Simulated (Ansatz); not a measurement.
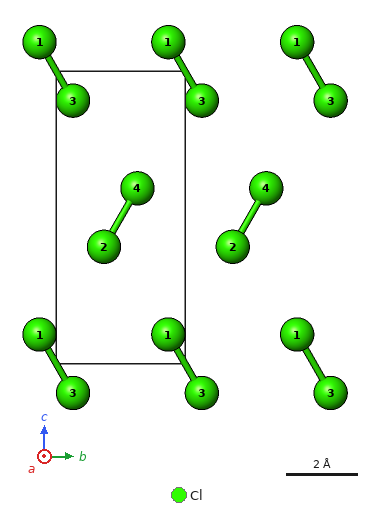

This is the input geometry for a relaxation of solid Cl (set up in Cmce). Style: ball-and-stick. Shown: the cell of the calculation, repeated 1 × 2 × 1 with one cell outlined, along the a axis.

Computed with Ansatz, DFT PBE+D3(BJ), scalar-relativistic, plane waves, PAW.

The input:
```yaml
crystal:
  lattice:
    - [3.12, -2.24, 0.0]
    - [3.12, 2.24, 0.0]
    - [0.0, 0.0, 8.26]
  atoms:
    - { symbol: Cl, position: [0.13, 0.87, 0.1] }
    - { symbol: Cl, position: [0.63, 0.37, 0.4] }
    - { symbol: Cl, position: [0.87, 0.13, 0.9] }
    - { symbol: Cl, position: [0.37, 0.63, 0.6] }
basis:
  ecutwfc: 420
kpoints:
  mp_grid: { grid: [8, 8, 4] }
hamiltonian:
  xc: pbe
  dispersion: d3bj
scf:
  occupations: { method: gaussian, width: 0.02 }
output:
  forces: true
  stress: true
  eigenvalues: true
  write_density: true
  write_potential: true
  elf: true
  volumetric_format: npy
relax:
  adjacent_minimum: "off"
  f_tol: 0.005
  max_steps: 80
  cell: { stress_tol: 0.05 }
```

Launched with:
```bash
ansatz run input.yaml --threads 1 --pin off --max-ram 2560MiB --backend cpu --events-out ev --progress --plain --runs-dir out
```

Q: Predict the outcome.

A: The largest moves relative to the cell, 0.075 Å, are those of Cl1, Cl2, Cl3 and Cl4. Cl3 goes along [1 −1 −2]. Cell: a = b 3.841 → 3.873 Å (+0.8 %), c 8.260 → 8.092 Å (−2.0 %), γ 71.4° → 63.4°. Volume −6.0 %. Among the contacts that change: Cl1–Cl3 2.021 → 2.033 Å. The space group stays Cmce (No. 64). The energy falls by 54.4 meV per cell of the calculation in 7 accepted moves (10 points after the start). The largest force component goes from 0.1 to 0.0019 eV/Å. The pressure goes from −0.51 to 0.00 GPa. The line search rejected the trial steps at points 5, 8 of the run. At 1 point the geometry stayed and the basis and grid were re-selected for the new cell (energy shift of 0.1 meV per cell of the calculation at most each time).

The end point in the same view:

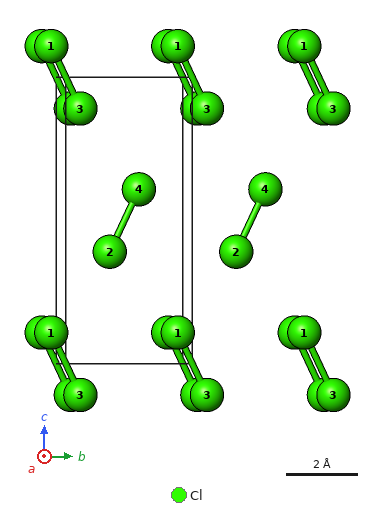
